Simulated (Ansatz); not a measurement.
Ta3N

```cif
data_structure
_symmetry_space_group_name_H-M 'P 1'
_symmetry_Int_Tables_number 1
_cell_length_a 3.0005
_cell_length_b 5.1970
_cell_length_c 8.0315
_cell_angle_alpha 108.877
_cell_angle_beta 100.766
_cell_angle_gamma 90.000
_cell_volume 116.17
loop_
_atom_site_label
_atom_site_type_symbol
_atom_site_fract_x
_atom_site_fract_y
_atom_site_fract_z
_atom_site_occupancy
Ta1 Ta 0.25000 0.25000 0.50000 1
Ta2 Ta 0.75000 0.75000 0.50000 1
Ta3 Ta 0.91371 0.24704 0.82741 1
Ta4 Ta 0.41371 0.74704 0.82741 1
Ta5 Ta 0.08629 0.75296 0.17259 1
Ta6 Ta 0.58629 0.25296 0.17259 1
N1 N 0.50000 0.50000 0.00000 1
N2 N 0.00000 0.00000 0.00000 1
```

Space group P-3m1; a structure from a database of computed crystals, not necessarily the ambient phase.

Computed with DFT PBEsol, scalar-relativistic, plane waves, PAW in Ansatz.

Core electrons are frozen (PAW), and the valence fields are smoothed inside the atomic spheres.

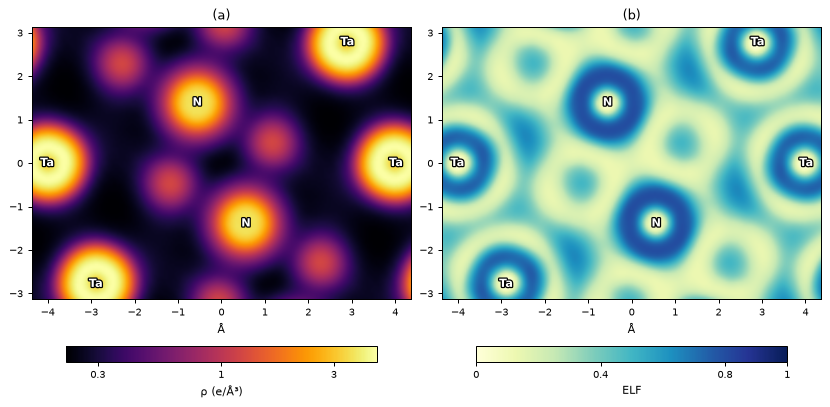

Figure 1. (a) valence electron density; (b) ELF on the (11̄0) plane of the calculation cell.

> What does the map show?

- The plane passes through Ta and N nuclei.
- Atoms just off the plane (Ta, 0.9 Å away) can leave unmarked features too.
- Ta–Ta (3.00 Å): the density is about 0.26 e/Å³ at the midpoint; the ELF is about 0.35 at the midpoint.
- Between the atoms the lowest density in this plane is 0.22 e/Å³.
- The features right at Ta lie inside the PAW spheres, where the map follows smoothed inner orbitals and isn't to be read closely.

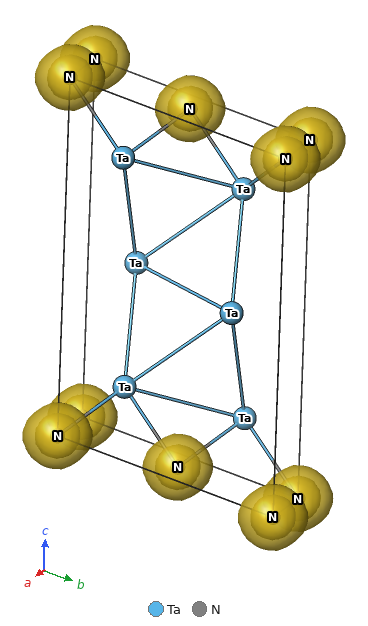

Figure 2. Isosurface of the ELF at 0.75 (yellow), seen slightly off an axis. Core shells and regions of very low density are left out. Sticks mark near contacts.

> Describe the localisation domains.

At this value the surface marks out two regions wrapped around N (the valence shell of each), counted in one cell of 8 atoms. Any copies at cell faces, edges or corners count once. Along the contacts the grid gives the following. Ta–N (2.16 Å): the ELF peaks at about 0.80 in the valence shell of N, 0.6 Å from its nucleus, and drops to about 0.20 between the two atoms: no shared electron pair shows on this line. Ta–Ta (2.99 Å): the ELF is about 0.35 at the midpoint.

> Does the calculation give a band gap?

It is gapless in this calculation (a metal or semimetal); semilocal functionals without U, or without the true magnetic order, often close the gap of such compounds.
